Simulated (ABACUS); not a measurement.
# Li: geometry relaxation (part 2 of 2)

Li (Im-3m, 1 atom in the cell); Kohn-Sham DFT of a periodic cell, PBE, SPMS ONCV 1.0 PBE, no spin polarisation (ABACUS 3.10.1); cutoff 1360.57 eV, 10×10×10 k-mesh, fermi-dirac of 0.05 eV. The structure derives from an entry of the Crystallography Open Database.

Geometry of the input (Å; fractional positions):
```
-1.7547  1.7547  1.7547
1.7547  -1.7547  1.7547
1.7547  1.7547  -1.7547
Li 0.0000  0.0000  0.0000
```

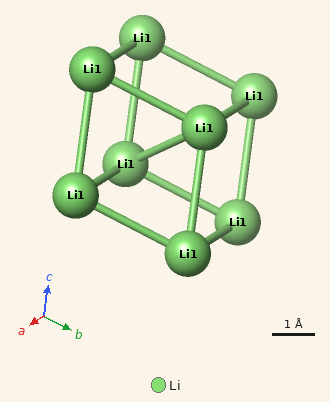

Figure 1. The geometry at step 1 of the log (ball-and-stick view of the cell of the calculation, seen slightly off an axis; atoms are numbered from 1 in the order of the input).

## Log, continued
```
 SET NONLOCAL PSEUDOPOTENTIAL PROJECTORS
 max number of nonlocal projetors among all species is 4

 -------------------------------------------
 SELF-CONSISTENT
 -------------------------------------------

 SETUP SEARCHING RADIUS FOR PROGRAM TO SEARCH ADJACENT ATOMS
                  longest orb rcut (Bohr) = 8
   longest nonlocal projector rcut (Bohr) = 1.66
                     search radius (Bohr) = 19.3
              searching radius is (Bohr)) = 19.3
         searching radius unit is (Bohr)) = 1.89
                         PeriodicBoundary = 1
                        Radius(unit:lat0) = 10.2
                                   glayer = [ 6, 6, 6 ]
                             glayer_minus = [ 5, 5, 5 ]

Find the coordinate range of the input atom(unit:lat0).
                                  min_tau = [ -25.8, -25.8, -25.8 ]
                                  max_tau = [ 25.8, 25.8, 25.8 ]
                                BoxNumber = [ 11, 11, 11 ]

 SETUP EXTENDED REAL SPACE GRID FOR GRID INTEGRATION
                          real space grid = [ 36, 36, 36 ]
                 big cell numbers in grid = [ 12, 12, 12 ]
             meshcell numbers in big cell = [ 3, 3, 3 ]
                        extended fft grid = [ 21, 21, 21 ]
                dimension of extened grid = [ 55, 55, 55 ]
                            UnitCellTotal = 125
              Atom number in sub-FFT-grid = 1
    Local orbitals number in sub-FFT-grid = 15
                                ParaV.nnr = 9536
                                 init_chg = atomic

 LCAO ALGORITHM --------------- ION=   1  ELEC=   1--------------------------------

 Density error is 0.0177331952556
----------------------------------------------------------
     Energy           Rydberg                 eV
----------------------------------------------------------
 E_KohnSham     -14.1548738559       -192.5869389118
 E_Harris       -14.1927414897       -193.1021545014
 E_Fermi        0.0762469331         1.0373927447
----------------------------------------------------------

 LCAO ALGORITHM --------------- ION=   1  ELEC=   2--------------------------------

 Density error is 0.00674920416147
----------------------------------------------------------
     Energy           Rydberg                 eV
----------------------------------------------------------
 E_KohnSham     -14.1548686298       -192.5868678071
 E_Harris       -14.1673715888       -192.7569792904
 E_Fermi        0.0751345828         1.0222584428
----------------------------------------------------------

 LCAO ALGORITHM --------------- ION=   1  ELEC=   3--------------------------------

 Density error is 0.0012976938937
----------------------------------------------------------
     Energy           Rydberg                 eV
----------------------------------------------------------
 E_KohnSham     -14.1548694643       -192.5868791609
 E_Harris       -14.1564600703       -192.6085204652
 E_Fermi        0.0745923859         1.0148814758
----------------------------------------------------------

 LCAO ALGORITHM --------------- ION=   1  ELEC=   4--------------------------------

 Density error is 1.69696715706e-05
----------------------------------------------------------
     Energy           Rydberg                 eV
----------------------------------------------------------
 E_KohnSham     -14.1548694729       -192.5868792784
 E_Harris       -14.1548697458       -192.5868829913
 E_Fermi        0.0744782137         1.0133280833
----------------------------------------------------------

 LCAO ALGORITHM --------------- ION=   1  ELEC=   5--------------------------------

 Density error is 8.84373621125e-07
----------------------------------------------------------
     Energy           Rydberg                 eV
----------------------------------------------------------
 E_KohnSham     -14.1548694729       -192.5868792782
 E_Harris       -14.1548689544       -192.5868722227
 E_Fermi        0.0744781685         1.0133274682
----------------------------------------------------------

 LCAO ALGORITHM --------------- ION=   1  ELEC=   6--------------------------------

 Density error is 3.66651523091e-07
----------------------------------------------------------
     Energy           Rydberg                 eV
----------------------------------------------------------
 E_KohnSham     -14.1548694729       -192.5868792783
 E_Harris       -14.1548696476       -192.5868816550
 E_Fermi        0.0744782697         1.0133288453
----------------------------------------------------------

 LCAO ALGORITHM --------------- ION=   1  ELEC=   7--------------------------------

 Density error is 7.08180600162e-09
----------------------------------------------------------
     Energy           Rydberg                 eV
----------------------------------------------------------
 E_KohnSham     -14.1548694730       -192.5868792784
 E_KS(sigma->0) -14.1546367100       -192.5837123757
 E_Harris       -14.1548694695       -192.5868792316
 E_band         -6.7209335966        -91.4429927934
 E_one_elec     -9.2206109368        -125.4528477821
 E_Hartree      3.3065410816         44.9877993814
 E_xc           -3.1966268036        -43.4923389083
 E_Ewald        -5.0437072882        -68.6231581641
 E_entropy(-TS) -0.0004655259        -0.0063338053
 E_descf        0.0000000000         0.0000000000
 E_exx          0.0000000000         0.0000000000
 E_Fermi        0.0744782513         1.0133285954
----------------------------------------------------------

 charge density convergence is achieved
 final etot is -192.58687928 eV
 EFERMI = 1.0133285954 eV

 STATE ENERGY(eV) AND OCCUPATIONS    NSPIN == 1
 1/47 kpoint (Cartesian) = 0.0000 0.0000 0.0000 (581 pws)
       1       -45.5438     0.00200000
       2       -2.58649     0.00200000
       3        15.9027        0.00000
       4        15.9027        0.00000
       5        15.9027        0.00000
       6        20.3831        0.00000

 2/47 kpoint (Cartesian) = 0.029100 -0.029100 0.0000 (578 pws)
       1       -45.5419      0.0240000
       2       -2.39673      0.0240000
       3        14.5019        0.00000
       4        14.9641        0.00000
       5        15.5952        0.00000
       6        19.3816        0.00000

 3/47 kpoint (Cartesian) = 0.058200 -0.058200 0.0000 (587 pws)
       1       -45.5371      0.0240000
       2       -1.82688      0.0240000
       3        11.3586        0.00000
       4        13.5113        0.00000
       5        14.8861        0.00000
       6        17.4686        0.00000

 4/47 kpoint (Cartesian) = 0.087301 -0.087301 0.0000 (584 pws)
       1       -45.5312      0.0240000
       2      -0.884587      0.0240000
       3        8.19364    1.02992e-64
       4        12.3630        0.00000
       5        14.1642        0.00000
       6        15.8956        0.00000

 5/47 kpoint (Cartesian) = 0.11640 -0.11640 0.0000 (586 pws)
       1       -45.5264      0.0240000
       2       0.353604      0.0240000
       3        5.57723    5.47889e-42
       4        11.6631        0.00000
       5        13.6566        0.00000
       6        14.9657        0.00000

 6/47 kpoint (Cartesian) = 0.14550 0.14550 0.29100 (583 pws)
       1       -45.5245      0.0120000
       2        1.23522    0.000140194
       3        4.23212    1.32153e-30
       4        11.4326        0.00000
       5        13.4699        0.00000
       6        14.6627        0.00000

[... levels at 41 further k points ...]

 correction force for each atom along direction 1 is 7.24914e-15
 correction force for each atom along direction 2 is -4.54309e-15
 correction force for each atom along direction 3 is 1.16851e-14
------------------------------------------------------------------------------------------
 TOTAL-FORCE (eV/Angstrom)
------------------------------------------------------------------------------------------
                       Li1         0.0000000000         0.0000000000         0.0000000000
------------------------------------------------------------------------------------------

----------------------------------------------------------------
 TOTAL-STRESS (KBAR)
----------------------------------------------------------------
         0.3217616551         0.0000000000         0.0000000000
         0.0000000000         0.3217616551        -0.0000000000
        -0.0000000000        -0.0000000000         0.3217616551
----------------------------------------------------------------
 TOTAL-PRESSURE: 0.321762 KBAR

 --------------------------------------------
 !FINAL_ETOT_IS -192.5868792783855383 eV
 --------------------------------------------
```

## Standard output
```
ABACUS v3.10.1

               Atomic-orbital Based Ab-initio Computation at UStc

%%%%%%%%%%%%%%%%%%%%%%%%%%%%%%%%%%%%%%%%%%%%%%%%%%%%%%%%%%%%%%%%%%%%%%%%%%%%%%%%%%%%%%%%%%%%%%%%%%%%%%%%%
 Warning: the number of valence electrons in pseudopotential > 1 for Li: [He] 2s1
 Pseudopotentials with additional electrons can yield (more) accurate outcomes, but may be less efficient.
 If you're confident that your chosen pseudopotential is appropriate, you can safely ignore this warning.
%%%%%%%%%%%%%%%%%%%%%%%%%%%%%%%%%%%%%%%%%%%%%%%%%%%%%%%%%%%%%%%%%%%%%%%%%%%%%%%%%%%%%%%%%%%%%%%%%%%%%%%%%

 UNIFORM GRID DIM        : 36 * 36 * 36
 UNIFORM GRID DIM(BIG)   : 12 * 12 * 12
 ---------------------------------------------------------
 Self-consistent calculations for electrons
 ---------------------------------------------------------
 SPIN    KPOINTS         PROCESSORS  THREADS     NBASE
 1       47              4           4           15
 ---------------------------------------------------------
 Use Systematically Improvable Atomic bases
 ---------------------------------------------------------
 ELEMENT ORBITALS        NBASE       NATOM       XC
 Li      4s2p1d-8au      15          1
 ---------------------------------------------------------
 Initial plane wave basis and FFT box
 ---------------------------------------------------------
 -------------------------------------------
 SELF-CONSISTENT :
 -------------------------------------------
 START CHARGE      : atomic
 ITER       ETOT/eV          EDIFF/eV         DRHO     TIME/s
 GE1     -1.92586939e+02   0.00000000e+00   1.7733e-02   0.17
 GE2     -1.92586868e+02   7.11046359e-05   6.7492e-03   0.17
 GE3     -1.92586879e+02  -1.13537178e-05   1.2977e-03   0.16
 GE4     -1.92586879e+02  -1.17491756e-07   1.6970e-05   0.16
 GE5     -1.92586879e+02   1.46099034e-10   8.8437e-07   0.16
 GE6     -1.92586879e+02  -4.27300401e-11   3.6665e-07   0.16
 GE7     -1.92586879e+02  -1.31887912e-10   7.0818e-09   0.16
----------------------------------------------------------------
 TOTAL-STRESS (KBAR)
----------------------------------------------------------------
         0.3217616551         0.0000000000         0.0000000000
         0.0000000000         0.3217616551        -0.0000000000
        -0.0000000000        -0.0000000000         0.3217616551
----------------------------------------------------------------
 TOTAL-PRESSURE: 0.321762 KBAR
```

## Trajectory as extended XYZ (Å, eV, eV/Å), 3 frames, from step=0 to step=2
```
1
Lattice="-1.7547 1.7547 1.7547 1.7547 -1.7547 1.7547 1.7547 1.7547 -1.7547" Properties=species:S:1:pos:R:3:forces:R:3 step=0 energy=-192.58374 pressure_GPa=-0.76
Li    0.0000    0.0000    0.0000    0.0000   0.0000   0.0000
1
Lattice="-1.7521 1.7521 1.7521 1.7521 -1.7521 1.7521 1.7521 1.7521 -1.7521" Properties=species:S:1:pos:R:3:forces:R:3 step=1 energy=-192.58417 pressure_GPa=-0.71
Li    0.0000    0.0000    0.0000    0.0000   0.0000   0.0000
1
Lattice="-1.7182 1.7182 1.7182 1.7182 -1.7182 1.7182 1.7182 1.7182 -1.7182" Properties=species:S:1:pos:R:3:forces:R:3 step=2 energy=-192.58688 pressure_GPa=0.03
Li    0.0000    0.0000    0.0000    0.0000   0.0000   0.0000
```

## Key numbers

| quantity | value |
| --- | --- |
| outcome | converged |
| space group (tolerance 0.01 Å) | Im-3m (229) |
| electrons treated | 3 |
| free energy | −192.5869 eV |
| Fermi energy | 1.013 eV |
| gap on the k-point mesh | none (metallic) |
| pressure | 0.03 GPa |
| final volume | 20.29 Å³ |
| largest force (length of the vector) at the end | under 0.001 eV/Å |
| final cell | a = 2.976 Å, b = 2.976 Å, c = 2.976 Å, α = 109.47°, β = 109.47°, γ = 109.47° |
| wall time | 5.7 s (CPU time 21 s) |
| peak memory | 0.36 GiB |

## Notes

Points of doubt noted for this run: home made orbitals.
